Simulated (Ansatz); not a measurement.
## Electronic structure of Co in real space

Input

```
crystal:
  lattice:
    - [2.4705617809, 0.0, 0.0]
    - [-1.2352808905, 2.1395692639, 0.0]
    - [0.0, 0.0, 8.0882338]
  atoms:
    - { symbol: Co, position: [0.666292, 0.326734, 0.742874], spin: 2.0 }
    - { symbol: Co, position: [-0.01058, 0.002001, 0.496243], spin: 2.0 }
    - { symbol: Co, position: [0.347506, 0.695356, 0.254161], spin: 2.0 }
    - { symbol: Co, position: [0.016481, -0.001814, -0.006647], spin: 2.0 }
hamiltonian:
  xc: pbesol
  pseudopotentials: { kind: paw }
magnetization:
  spin_polarized: true
kpoints:
  mp_grid: { grid: [12, 12, 4] }
scf:
  occupations: { method: fermi_dirac, width: 0.05 }
output:
  forces: true
  stress: true
  eigenvalues: true
  write_density: true
  write_potential: true
  elf: true
  volumetric_format: npy
```

Command:

```sh
ansatz run input.yaml --threads 2 --pin off --max-ram 5632MiB --backend cpu --events-out ev --progress --plain --runs-dir out
```

Below, planes, directions and counts refer to the conventional cell (a = 2.47 Å, b = 2.47 Å, c = 8.09 Å, α = 90.00°, β = 90.00°, γ = 120.00°).

Space group P1; a structure from a database of computed crystals, not necessarily the ambient phase; changed on purpose from its base cell (atoms moved at random by about 0.05 A); not relaxed (largest force 0.7 eV/Å); computed pressure about −5 GPa in this cell; spin-polarised.

All numbers below come from Kohn-Sham DFT of a periodic cell, PBEsol, Ansatz PAW in Ansatz 0.2.0.

The density is the valence pseudo-density of a PAW calculation; it isn't the true density close to the nuclei.

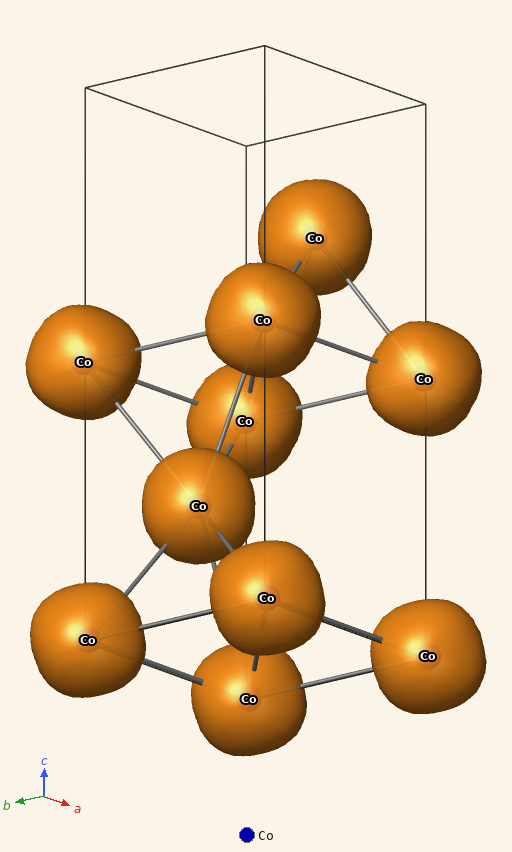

Figure 1. Isosurface of the magnetisation density (up minus down) at +0.2 e/Å³ (orange), seen at an oblique angle. Sticks mark near contacts.

**Describe the spin distribution.**

The spin density sits on Co: +1.7 μB (×4) in one cell of 4 atoms: parallel main moments (a ferromagnetic arrangement) in this solution. The cell of the calculation (4 atoms) carries 6.6 μB of net spin moment.

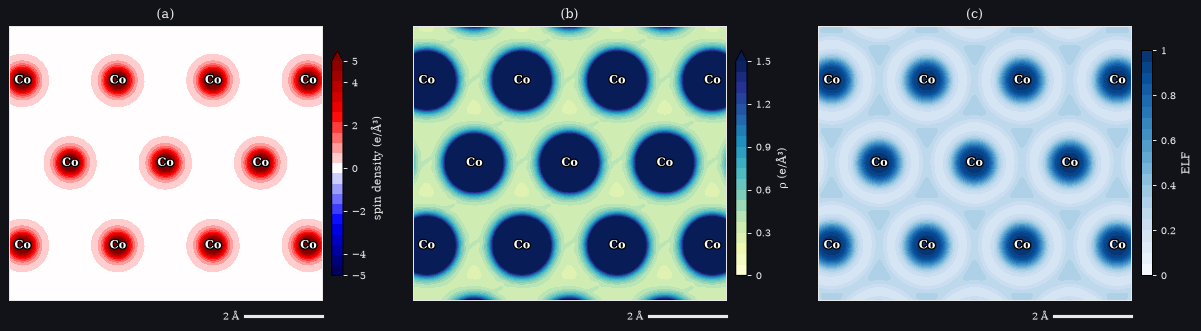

Figure 2. (a) magnetisation density (up minus down); (b) valence charge density (pseudo); (c) ELF on the (001) plane of the conventional cell.

**Describe what can be read from this map.**

The plane passes through Co nuclei. Co–Co (2.47 Å): ρ is about 0.37 e/Å³ halfway; the ELF is about 0.25 at the midpoint: no localised pair shows between them. Between the atoms the lowest density in this plane is 0.28 e/Å³. The features right at Co lie inside the PAW spheres, where the map follows smoothed inner orbitals and isn't to be read closely.

**Does the calculation give a band gap?**

It is gapless in this calculation (a metal or semimetal).
